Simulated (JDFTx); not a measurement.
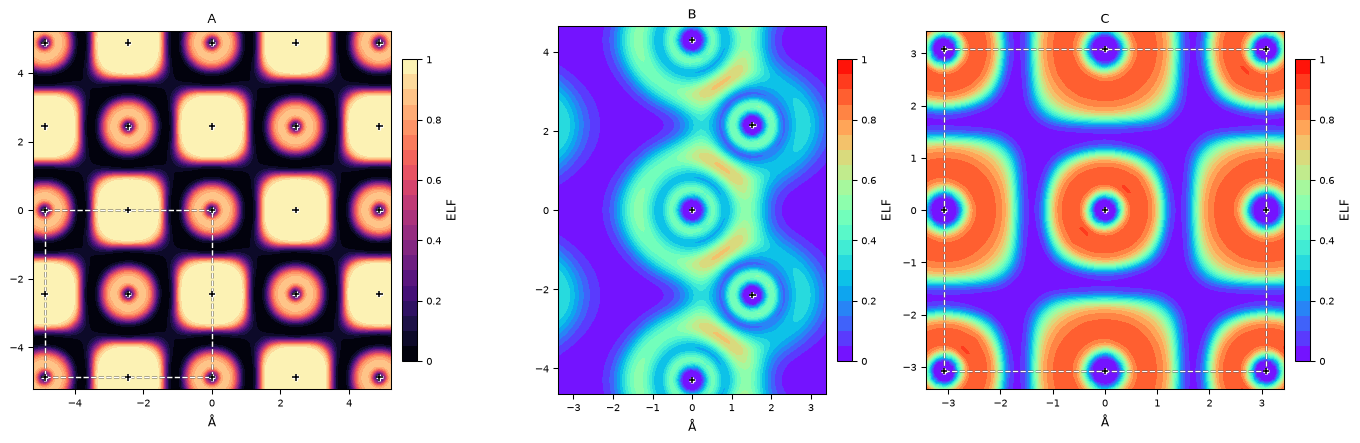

The ELF of 3 systems, each on a plane through atoms (crosses mark nuclei in the plane).

Theory: Kohn-Sham DFT of a periodic cell, PBEsol, PseudoDojo-SR-PBEsol-0.4.1-standard in JDFTx.

System 1: GaSb, the (011) plane of the conventional cell. Space group F-43m.

System 2: KCl, the (010) plane of the conventional cell. Space group Fm-3m.

System 3: NaH, the (001) plane of the conventional cell. Space group Fm-3m.

**Which map belongs to which system?**

Panel A is system 3, NaH: the plane holds Na and H. Na–H (2.44 Å): the ELF climbs to about 1 towards the hydrogen: a hydride-like H with a filled shell, bound largely ionically. Panel B is system 1, GaSb: the plane holds Sb and Ga. Ga–Sb (2.63 Å): the ELF peaks at about 0.70 between the atoms. Panel C is system 2, KCl: the plane holds K and Cl. K–Cl (3.08 Å): the ELF peaks at about 0.90 in the valence shell of Cl, 0.8 Å from its nucleus, and drops to about 0.05 between the two atoms: a closed-shell, largely ionic contact.
